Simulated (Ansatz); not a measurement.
# Nudged elastic band of C18N (part 1 of 3)

The run: nudged elastic band of C18N (slab, 19 atoms in the cell). Method and program: DFT LDA, scalar-relativistic, plane waves, PAW, spin-polarised (Ansatz 0.2.0).

The run did not end well. It belongs to a series of runs on one base structure; here: band between the two ends. Figures and captions count atoms from 1; the log counts them from 0 in places.

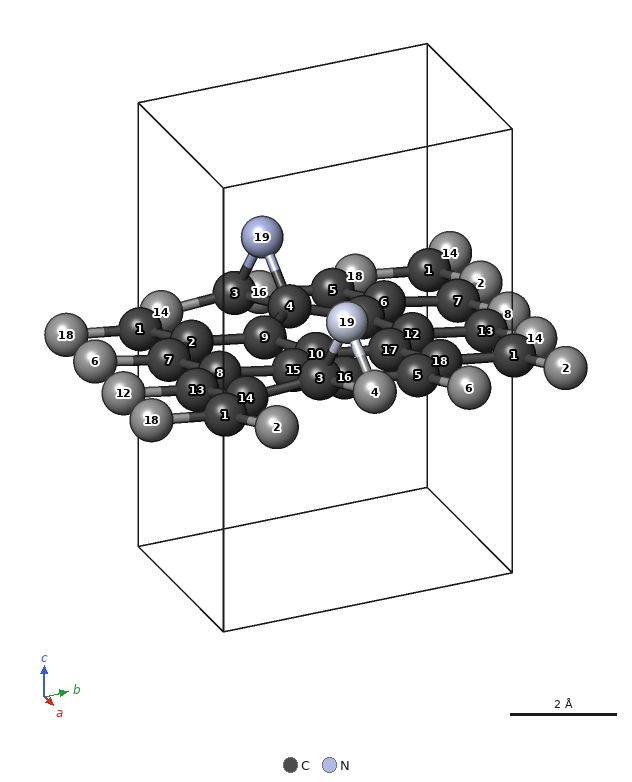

Fig. 1: The structure as given in the input (ball-and-stick view of the cell of the calculation, with the vacuum cut short, seen slightly off an axis; neighbours outside the cell are drawn fainter; atoms are numbered from 1 in the order of the input). An atom can appear more than once, as a periodic image.

Input file
```yaml
crystal:
  lattice:
    - [7.398, 0.0, 0.0]
    - [-3.699, 6.406856, 0.0]
    - [0.0, 0.0, 13.0]
  atoms:
    - { symbol: C, position: [0.00106625, 0.00615871, 0.07462143] }
    - { symbol: C, position: [0.22525019, 0.11824003, 0.07462519] }
    - { symbol: C, position: [-0.00645098, 0.33553223, 0.09873945] }
    - { symbol: C, position: [0.23282472, 0.45514862, 0.09863135] }
    - { symbol: C, position: [0.00106006, 0.67240939, 0.07460704] }
    - { symbol: C, position: [0.22522037, 0.78447546, 0.0746412] }
    - { symbol: C, position: [0.33687982, 0.00717381, 0.07174815] }
    - { symbol: C, position: [0.55677529, 0.11710984, 0.07064555] }
    - { symbol: C, position: [0.3385727, 0.33773831, 0.07620229] }
    - { symbol: C, position: [0.55752786, 0.45045956, 0.06946737] }
    - { symbol: C, position: [0.33854707, 0.67826664, 0.07624546] }
    - { symbol: C, position: [0.55751916, 0.78453706, 0.06949006] }
    - { symbol: C, position: [0.66880433, 0.00611328, 0.06953312] }
    - { symbol: C, position: [0.88777406, 0.11238234, 0.07632064] }
    - { symbol: C, position: [0.6688154, 0.34016056, 0.0695222] }
    - { symbol: C, position: [0.88778035, 0.45289067, 0.07627743] }
    - { symbol: C, position: [0.66953729, 0.67351948, 0.07055186] }
    - { symbol: C, position: [0.88942981, 0.78347098, 0.07167574] }
    - { symbol: "N", position: [0.11334154, 0.39540823, 0.19183946], spin: 0.25 }
magnetization:
  spin_polarized: true
basis:
  ecutwfc: 420.0
kpoints:
  mp_grid: { grid: [2, 2, 1] }
hamiltonian:
  xc: lda
scf:
  occupations: { method: gaussian, width: 0.02 }
  lower_state_search: "off"
neb:
  images: 3
  f_tol: 0.05
  initial_path: linear
  max_iterations: 49
  optimiser: lbfgs
  spring: 10.0
  final_atoms:
    - { symbol: C, position: [0.00287062, 0.00685281, 0.07055186] }
    - { symbol: C, position: [0.22276314, 0.11680431, 0.07167574] }
    - { symbol: C, position: [0.00213766, 0.33944661, 0.06953312] }
    - { symbol: C, position: [0.22110739, 0.44571567, 0.07632064] }
    - { symbol: C, position: [0.00214873, 0.67349389, 0.0695222] }
    - { symbol: C, position: [0.22111368, 0.786224, 0.07627743] }
    - { symbol: C, position: [0.33439339, 0.00574272, 0.07460704] }
    - { symbol: C, position: [0.5585537, 0.11780879, 0.0746412] }
    - { symbol: C, position: [0.33439958, 0.33949204, 0.07462143] }
    - { symbol: C, position: [0.55858352, 0.45157336, 0.07462519] }
    - { symbol: C, position: [0.32688235, 0.66886556, 0.09873945] }
    - { symbol: C, position: [0.56615805, 0.78848195, 0.09863135] }
    - { symbol: C, position: [0.6718804, 0.01159997, 0.07624546] }
    - { symbol: C, position: [0.89085249, 0.11787039, 0.06949006] }
    - { symbol: C, position: [0.67021315, 0.34050714, 0.07174815] }
    - { symbol: C, position: [0.89010862, 0.45044317, 0.07064555] }
    - { symbol: C, position: [0.67190603, 0.67107164, 0.07620229] }
    - { symbol: C, position: [0.89086119, 0.78379289, 0.06946737] }
    - { symbol: "N", position: [0.44667487, 0.72874156, 0.19183946] }
  order_check: true
```

Machine: 2 threads of Intel Xeon @ 2.50GHz (Skylake/Cascade Lake), 16 GiB of memory available, shared host.

Command:
```bash
ansatz run input.yaml --threads 2 --pin off --max-ram 5120MiB --backend cpu --events-out ev --progress --plain --runs-dir out
```

Log
```
Warning: neb: disabling space-group detection — the band's intermediate images generally break the endpoint symmetry, so no spatial operation reduces the k-mesh or symmetrises the density, except that a semilocal band can use its path's symmetry ahead of convergence; time reversal is kept, so that k and −k are solved as one point where they differ and the mesh holds both, and exact exchange and, on two spinor components, a DFT+U term hold to it where the run has them: on two components no moment then forms, and a state that bears one, which a typed moment (crystal.atoms[].spin; refused beside efield: under a hybrid functional) reaches, can lie lower, under hf by electronvolts; crystal.symmetry.detect: false (a key that needs symmetry detection or time reversal refuses this as the deck is read) with time_reversal: false beside it drops time reversal too
Engine: ansatz 0.2.0, x86_64-unknown-linux-gnu
Pseudopotentials: kind: paw
Pseudopotential: C, paw, valence charge 4, recommended cutoff 420 eV (normal), C.paw.azcp
Pseudopotential: N, paw, valence charge 5, recommended cutoff 420 eV (normal), N.paw.azcp
Functional definition: SPW92
  exchange = slater_x
  correlation = pw_c
parallel-image band execution: 2 concurrent image workers
NEB image 0
Crystal: 19 atoms, lattice volume = 616.173 Å³
Basis set: ecut = 420 eV, 12055 PW (Γ)
Bands: 58, of which v1, the nominal top of the filled ones, is band 39 counted from 1 (38 counted from 0)
Symmetry: 1 space group operations
k-points: 4
Non-local potential: C, projectors of the file, l = 0: 2, l = 1: 2, l = 2: 1
Non-local potential: N, projectors of the file, l = 0: 2, l = 1: 2, l = 2: 1
PAW form: soft (Blöchl's): semilocal exchange-correlation on the pseudo side does not see the compensation charge
PAW frozen core: C, regenerated for the run's functional, and the local potential with it (the file was generated under x = pbe(κ = 0.804, μ = 0.2195149727645171), c = pbe(β = 0.06672455060314922))
PAW frozen core: N, regenerated for the run's functional, and the local potential with it (the file was generated under x = pbe(κ = 0.804, μ = 0.2195149727645171), c = pbe(β = 0.06672455060314922))
PAW one-centre angular grid: C, 110 points (default); XC on 64 Gauss nodes
PAW one-centre angular grid: N, 110 points (default); XC on 64 Gauss nodes
Initial density: superposition of atomic densities (neutral atoms: chi_scale 0, normalization atom)
Starting moments: Σ|m| = 0.25 μB on 1 of 19 sites
Initial wavefunctions: pseudopotential atomic-orbital guess
Functional: x = slater, c = lda
SCF iter   1: F=—  HF=-4753.003947 eV  |F-HF|=—  |Δ(HF+E_count)|=         —  Δρ=3.47e-2 (↑3.47e-2 ↓3.44e-2)  dr2=2.60e1  dr2_m=1.23e-2  M=0.382 μB ∫|m|=0.388 μB  β_m=0.30  ethr=3.10e-3  ⟨swp⟩=9.2  Hψ=2734  notcnv=0  defer=48
preconditioner: auto → Resta (q_TF=auto, 1.929 Å⁻¹)  ε∞=1.7  [insulator: Δε(μ)=0.021 eV  Ē_g=15.914 eV  σ=0.020 eV  W_gap=0.54  n_scr=66 (ndim 8)  ℏωp=13.1 eV  f_vac=0.655  D(μ)=11.25/eV (n_scr^D=66)  ε∞_Penn≈1.7  vacuum switching on, ρ_ref=1.8e-2 e/Å³]
spin=Collinear: Resta preconditioning applied to the charge; magnetization (m = ρ↑ − ρ↓) channel mixes plain (no charge-response kernel on spin).
SCF iter   2: F=—  HF=-4746.735977 eV  |F-HF|=—  |Δ(HF+E_count)|=    6.27e0  Δρ=2.52e-2 (↑2.24e-2 ↓2.52e-2)  dr2=1.43e1  dr2_m=9.14e-2  M=0.548 μB ∫|m|=0.594 μB  β_m=1.00  ethr=3.10e-3  ⟨swp⟩=3.0  Hψ=910  notcnv=0  defer=110
SCF iter   3: F=—  HF=-4744.911174 eV  |F-HF|=—  |Δ(HF+E_count)|=    1.82e0  Δρ=2.18e-2 (↑1.57e-2 ↓2.18e-2)  dr2=9.34e0  dr2_m=1.44e-1  M=0.000 μB ∫|m|=0.126 μB  β_m=0.30  ethr=3.10e-3  ⟨swp⟩=3.0  Hψ=873  notcnv=0  defer=106
SCF iter   4: F=—  HF=-4742.813719 eV  |F-HF|=—  |Δ(HF+E_count)|=    2.10e0  Δρ=1.02e-2 (↑5.40e-3 ↓1.02e-2)  dr2=2.18e0  dr2_m=4.73e-2  M=0.110 μB ∫|m|=0.151 μB  β_m=0.30  ethr=3.10e-3  ⟨swp⟩=3.2  Hψ=870  notcnv=0  defer=112
SCF iter   5: F=—  HF=-4742.608319 eV  |F-HF|=—  |Δ(HF+E_count)|=   2.05e-1  Δρ=4.12e-3 (↑2.75e-3 ↓4.12e-3)  dr2=9.65e-2  dr2_m=3.20e-2  M=0.500 μB ∫|m|=0.528 μB  β_m=1.00  ethr=2.83e-3  ⟨swp⟩=2.0  Hψ=448  notcnv=0  defer=113
SCF iter   6: F=—  HF=-4742.606619 eV  |F-HF|=—  |Δ(HF+E_count)|=   1.70e-3  Δρ=1.43e-3 (↑9.41e-4 ↓1.43e-3)  dr2=1.41e-2  dr2_m=3.50e-3  M=0.500 μB ∫|m|=0.584 μB  β_m=1.00  ethr=1.25e-4  ⟨swp⟩=3.0  Hψ=862  notcnv=0  defer=114
SCF iter   7: F=—  HF=-4742.617881 eV  |F-HF|=—  |Δ(HF+E_count)|=   1.13e-2  Δρ=1.73e-3 (↑7.13e-4 ↓1.73e-3)  dr2=6.08e-2  dr2_m=1.71e-3  M=0.500 μB ∫|m|=0.648 μB  β_m=0.30  ethr=1.83e-5  ⟨swp⟩=2.2  Hψ=596  notcnv=0  defer=114
Mixer restart at iter 7: flushing history
spin-set hold released at iteration 7 (site moments contracting): the magnetisation degrees of freedom join the quasi-Newton model from the next iteration; the mixer history was flushed
SCF iter   8: F=—  HF=-4742.615600 eV  |F-HF|=—  |Δ(HF+E_count)|=   2.28e-3  Δρ=7.44e-4 (↑7.44e-4 ↓6.85e-4)  dr2=1.76e-2  dr2_m=7.07e-5  M=0.500 μB ∫|m|=0.589 μB  β_m=0.26  ethr=1.83e-5  ⟨swp⟩=3.0  Hψ=736  notcnv=0  defer=114
SCF iter   9: F=—  HF=-4742.614057 eV  |F-HF|=—  |Δ(HF+E_count)|=   1.54e-3  Δρ=3.36e-4 (↑2.94e-4 ↓3.36e-4)  dr2=9.59e-4  dr2_m=1.63e-4  M=0.500 μB ∫|m|=0.614 μB  β_m=0.45  ethr=1.83e-5  ⟨swp⟩=2.0  Hψ=627  notcnv=0  defer=114
SCF iter  10: F=—  HF=-4742.616319 eV  |F-HF|=—  |Δ(HF+E_count)|=   2.26e-3  Δρ=1.76e-4 (↑9.57e-5 ↓1.76e-4)  dr2=2.47e-4  dr2_m=7.18e-5  M=0.500 μB ∫|m|=0.621 μB  β_m=0.47  ethr=1.25e-6  ⟨swp⟩=2.0  Hψ=674  notcnv=0  defer=114
SCF iter  11: F=—  HF=-4742.616480 eV  |F-HF|=—  |Δ(HF+E_count)|=   1.61e-4  Δρ=7.36e-5 (↑4.77e-5 ↓7.36e-5)  dr2=2.19e-5  dr2_m=1.90e-5  M=0.500 μB ∫|m|=0.623 μB  β_m=0.51  ethr=3.20e-7  ⟨swp⟩=2.2  Hψ=596  notcnv=0  defer=114
SCF iter  12: F=—  HF=-4742.616389 eV  |F-HF|=—  |Δ(HF+E_count)|=   9.11e-5  Δρ=3.72e-5 (↑2.95e-5 ↓3.72e-5)  dr2=3.23e-6  dr2_m=5.79e-6  M=0.500 μB ∫|m|=0.624 μB  β_m=0.62  ethr=2.84e-8  ⟨swp⟩=2.2  Hψ=661  notcnv=0  defer=114
SCF iter  13: F=—  HF=-4742.616392 eV  |F-HF|=—  |Δ(HF+E_count)|=   3.37e-6  Δρ=8.04e-6 (↑8.04e-6 ↓6.41e-6)  dr2=4.32e-7  dr2_m=2.36e-7  M=0.500 μB ∫|m|=0.625 μB  β_m=0.64  ethr=4.19e-9  ⟨swp⟩=2.5  Hψ=668  notcnv=0  defer=114
iter 14 did not close the SCF: its close was put off for the exchange–correlation potential of the local minority spin (scf_convergence_deferred on its scf_iter line)
SCF iter  14: F=-4742.616393 eV  HF=-4742.616393 eV  |F-HF|=2.28e-8  |Δ(HF+E_count)|=   2.58e-7  Δρ=2.12e-6 (↑1.52e-6 ↓2.12e-6)  dr2=4.67e-8  dr2_m=9.77e-9  M=0.500 μB ∫|m|=0.626 μB  β_m=0.64  ethr=1.30e-10  ⟨swp⟩=5.0  Hψ=1510  notcnv=0
iter 15 did not close the SCF: its close was put off for a magnetic moment that had not settled (scf_convergence_deferred on its scf_iter line)
SCF iter  15: F=-4742.616393 eV  HF=-4742.616393 eV  |F-HF|=6.25e-9  |Δ(HF+E_count)|=   2.65e-9  Δρ=7.84e-7 (↑5.75e-7 ↓7.84e-7)  dr2=8.46e-9  dr2_m=8.93e-10  M=0.500 μB ∫|m|=0.626 μB  β_m=0.63  ethr=6.06e-11  ⟨swp⟩=2.0  Hψ=1355  notcnv=0
SCF iter  16: F=-4742.616393 eV  HF=-4742.616393 eV  |F-HF|=6.78e-10  |Δ(HF+E_count)|=  9.11e-10  Δρ=2.16e-7 (↑2.16e-7 ↓1.84e-7)  dr2=9.56e-10  dr2_m=8.80e-11  M=0.500 μB ∫|m|=0.626 μB  ethr=1.10e-11  ⟨swp⟩=1.0  Hψ=1127  notcnv=0
SCF 1 converged in 16 iterations: F = -4742.616393 eV  dr2 = 9.56e-10
  greatest PAW one-centre occupation: 0.826 electrons in one spin orbital (limit 2), on the N atom at site 18 (counted from 0), in its partial waves of l = 0
NSCF: frozen V_eff on 4 k-points
NEB image 4
SCF iter   1: F=—  HF=-4753.004659 eV  |F-HF|=—  |Δ(HF+E_count)|=         —  Δρ=3.47e-2 (↑3.47e-2 ↓3.44e-2)  dr2=2.60e1  dr2_m=1.23e-2  M=0.381 μB ∫|m|=0.387 μB  β_m=0.30  ethr=3.10e-3  ⟨swp⟩=8.5  Hψ=2578  notcnv=0  defer=46
preconditioner: auto → Resta (q_TF=auto, 1.929 Å⁻¹)  ε∞=1.7  [insulator: Δε(μ)=0.021 eV  Ē_g=15.920 eV  σ=0.020 eV  W_gap=0.53  n_scr=66 (ndim 8)  ℏωp=13.1 eV  f_vac=0.655  D(μ)=11.30/eV (n_scr^D=66)  ε∞_Penn≈1.7  vacuum switching on, ρ_ref=1.8e-2 e/Å³]
spin=Collinear: Resta preconditioning applied to the charge; magnetization (m = ρ↑ − ρ↓) channel mixes plain (no charge-response kernel on spin).
SCF iter   2: F=—  HF=-4746.738077 eV  |F-HF|=—  |Δ(HF+E_count)|=    6.27e0  Δρ=2.52e-2 (↑2.24e-2 ↓2.52e-2)  dr2=1.43e1  dr2_m=9.16e-2  M=0.548 μB ∫|m|=0.594 μB  β_m=1.00  ethr=3.10e-3  ⟨swp⟩=3.0  Hψ=910  notcnv=0  defer=110
SCF iter   3: F=—  HF=-4744.910442 eV  |F-HF|=—  |Δ(HF+E_count)|=    1.83e0  Δρ=2.18e-2 (↑1.57e-2 ↓2.18e-2)  dr2=9.33e0  dr2_m=1.44e-1  M=0.000 μB ∫|m|=0.126 μB  β_m=0.30  ethr=3.10e-3  ⟨swp⟩=3.0  Hψ=873  notcnv=0  defer=106
SCF iter   4: F=—  HF=-4742.813385 eV  |F-HF|=—  |Δ(HF+E_count)|=    2.10e0  Δρ=1.02e-2 (↑5.39e-3 ↓1.02e-2)  dr2=2.17e0  dr2_m=4.66e-2  M=0.114 μB ∫|m|=0.154 μB  β_m=0.30  ethr=3.10e-3  ⟨swp⟩=3.1  Hψ=869  notcnv=0  defer=112
SCF iter   5: F=—  HF=-4742.608408 eV  |F-HF|=—  |Δ(HF+E_count)|=   2.05e-1  Δρ=4.11e-3 (↑2.75e-3 ↓4.11e-3)  dr2=9.59e-2  dr2_m=3.18e-2  M=0.500 μB ∫|m|=0.529 μB  β_m=1.00  ethr=2.82e-3  ⟨swp⟩=2.0  Hψ=447  notcnv=0  defer=114
[...]
Mixer restart at iter 7: flushing history
spin-set hold released at iteration 7 (site moments contracting): the magnetisation degrees of freedom join the quasi-Newton model from the next iteration; the mixer history was flushed
NSCF: frozen V_eff on 4 k-points
NEB end point (image 0): max|allowed force component| = 8.300e-3 eV/Å (the criterion of neb.relax_end_points is 1.000e-2)
NEB end point (image 4): max|allowed force component| = 8.299e-3 eV/Å (the criterion of neb.relax_end_points is 1.000e-2)
NEB image 1
preconditioner: auto → Resta (q_TF=auto, 1.929 Å⁻¹)  ε∞=1.7  [insulator: Δε(μ)=0.037 eV  Ē_g=15.765 eV  σ=0.020 eV  W_gap=0.51  n_scr=66 (ndim 8)  ℏωp=13.1 eV  f_vac=0.655  D(μ)=16.45/eV (n_scr^D=122)  ε∞_Penn≈1.7  vacuum switching on, ρ_ref=1.8e-2 e/Å³]
spin=Collinear: Resta preconditioning applied to the charge; magnetization (m = ρ↑ − ρ↓) channel mixes plain (no charge-response kernel on spin).
Mixer restart at iter 6: flushing history
spin-set hold released at iteration 6 (site moments contracting): the magnetisation degrees of freedom join the quasi-Newton model from the next iteration; the mixer history was flushed
  greatest PAW one-centre occupation: 0.839 electrons in one spin orbital (limit 2), on the N atom at site 18 (counted from 0), in its partial waves of l = 0
NEB image 2
preconditioner: auto → Resta (q_TF=auto, 1.929 Å⁻¹)  ε∞=1.7  [insulator: Δε(μ)=0.025 eV  Ē_g=15.819 eV  σ=0.020 eV  W_gap=0.63  n_scr=66 (ndim 8)  ℏωp=13.1 eV  f_vac=0.656  D(μ)=10.88/eV (n_scr^D=66)  ε∞_Penn≈1.7  vacuum switching on, ρ_ref=1.8e-2 e/Å³]
spin=Collinear: Resta preconditioning applied to the charge; magnetization (m = ρ↑ − ρ↓) channel mixes plain (no charge-response kernel on spin).
Mixer restart at iter 8: flushing history
spin-set hold released at iteration 8 (site moments contracting): the magnetisation degrees of freedom join the quasi-Newton model from the next iteration; the mixer history was flushed
  greatest PAW one-centre occupation: 0.832 electrons in one spin orbital (limit 2), on the N atom at site 18 (counted from 0), in its partial waves of l = 0
NEB image 3
preconditioner: auto → Resta (q_TF=auto, 1.929 Å⁻¹)  ε∞=1.7  [insulator: Δε(μ)=0.037 eV  Ē_g=15.767 eV  σ=0.020 eV  W_gap=0.51  n_scr=66 (ndim 8)  ℏωp=13.1 eV  f_vac=0.656  D(μ)=16.06/eV (n_scr^D=110)  ε∞_Penn≈1.7  vacuum switching on, ρ_ref=1.8e-2 e/Å³]
spin=Collinear: Resta preconditioning applied to the charge; magnetization (m = ρ↑ − ρ↓) channel mixes plain (no charge-response kernel on spin).
Mixer restart at iter 6: flushing history
spin-set hold released at iteration 6 (site moments contracting): the magnetisation degrees of freedom join the quasi-Newton model from the next iteration; the mixer history was flushed
NEB iter   1: max|band force component| = 3.421e0 eV/Å  barrier→ = 1.5919 eV  barrier← = 1.5919 eV  Δτ_max = 0.0509 Å  (88 SCF iters)
  M     (μB):  +0.5000  +1.0000  +0.5000  +1.0000  +0.5000
  M_abs (μB):   0.6269   1.5739   0.6631   1.5742   0.6269
NEB image 1
Initial density: handed on by an earlier stage of this run
Starting moments: Σ|m| = 0.25 μB on 1 of 19 sites; this step starts from the density that it was given
Initial wavefunctions: those handed on with the density
preconditioner: auto → Resta (q_TF=auto, 1.929 Å⁻¹)  ε∞=1.9  [insulator: Δε(μ)=0.235 eV  Ē_g=14.151 eV  σ=0.020 eV  W_gap=1.00  n_scr=66 (ndim 8)  ℏωp=13.1 eV  f_vac=0.685  D(μ)=0.00/eV (n_scr^D=0)  ε∞_Penn≈1.9  vacuum switching on, ρ_ref=1.5e-2 e/Å³]
spin=Collinear: Resta preconditioning applied to the charge; magnetization (m = ρ↑ − ρ↓) channel mixes plain (no charge-response kernel on spin).
  greatest PAW one-centre occupation: 0.838 electrons in one spin orbital (limit 2), on the N atom at site 18 (counted from 0), in its partial waves of l = 0
NEB image 2
preconditioner: auto → Resta (q_TF=auto, 1.929 Å⁻¹)  ε∞=1.8  [insulator: Δε(μ)=0.037 eV  Ē_g=14.309 eV  σ=0.020 eV  W_gap=0.80  n_scr=66 (ndim 8)  ℏωp=13.1 eV  f_vac=0.687  D(μ)=6.12/eV (n_scr^D=22)  ε∞_Penn≈1.8  vacuum switching on, ρ_ref=1.5e-2 e/Å³]
spin=Collinear: Resta preconditioning applied to the charge; magnetization (m = ρ↑ − ρ↓) channel mixes plain (no charge-response kernel on spin).
  greatest PAW one-centre occupation: 0.829 electrons in one spin orbital (limit 2), on the N atom at site 18 (counted from 0), in its partial waves of l = 0
NEB image 3
preconditioner: auto → Resta (q_TF=auto, 1.929 Å⁻¹)  ε∞=1.9  [insulator: Δε(μ)=0.235 eV  Ē_g=14.151 eV  σ=0.020 eV  W_gap=1.00  n_scr=66 (ndim 8)  ℏωp=13.1 eV  f_vac=0.686  D(μ)=0.00/eV (n_scr^D=0)  ε∞_Penn≈1.9  vacuum switching on, ρ_ref=1.5e-2 e/Å³]
spin=Collinear: Resta preconditioning applied to the charge; magnetization (m = ρ↑ − ρ↓) channel mixes plain (no charge-response kernel on spin).
NEB iter   2: max|band force component| = 1.670e0 eV/Å  barrier→ = 1.3114 eV  barrier← = 1.3114 eV  Δτ_max = 0.0323 Å  (38 SCF iters)
[... from here on the SCF iterations and repeated set-up lines of each step are left out, up to the last step ...]
NEB image 1
NEB image 2
NEB image 3
NEB iter   3: max|band force component| = 8.377e-1 eV/Å  barrier→ = 1.2562 eV  barrier← = 1.2562 eV  Δτ_max = 0.0444 Å  (32 SCF iters)
NEB image 1
NEB image 2
NEB image 3
NEB iter   4: max|band force component| = 8.697e-1 eV/Å  barrier→ = 1.2144 eV  barrier← = 1.2144 eV  Δτ_max = 0.0124 Å  (36 SCF iters)
NEB image 1
NEB image 2
NEB image 3
NEB iter   5: max|band force component| = 4.994e-1 eV/Å  barrier→ = 1.2051 eV  barrier← = 1.2051 eV  CI = image 1  Δτ_max = 0.0107 Å  (34 SCF iters)
NEB image 1
NEB image 2
NEB image 3
NEB iter   6: max|band force component| = 3.997e-1 eV/Å  barrier→ = 1.2057 eV  barrier← = 1.2057 eV  CI = image 1  Δτ_max = 0.0545 Å  (33 SCF iters)
NEB image 1
NEB image 2
NEB image 3
NEB iter   7: max|band force component| = 4.513e-1 eV/Å  barrier→ = 1.1945 eV  barrier← = 1.1945 eV  CI = image 1  Δτ_max = 0.0067 Å  (38 SCF iters)
NEB image 1
NEB image 2
NEB image 3
NEB iter   8: max|band force component| = 3.074e-1 eV/Å  barrier→ = 1.1876 eV  barrier← = 1.1876 eV  CI = image 1  Δτ_max = 0.0186 Å  (32 SCF iters)
NEB image 1
NEB image 2
NEB image 3
NEB iter   9: max|band force component| = 4.216e-1 eV/Å  barrier→ = 1.1766 eV  barrier← = 1.1766 eV  CI = image 1  Δτ_max = 0.0062 Å  (35 SCF iters)
```
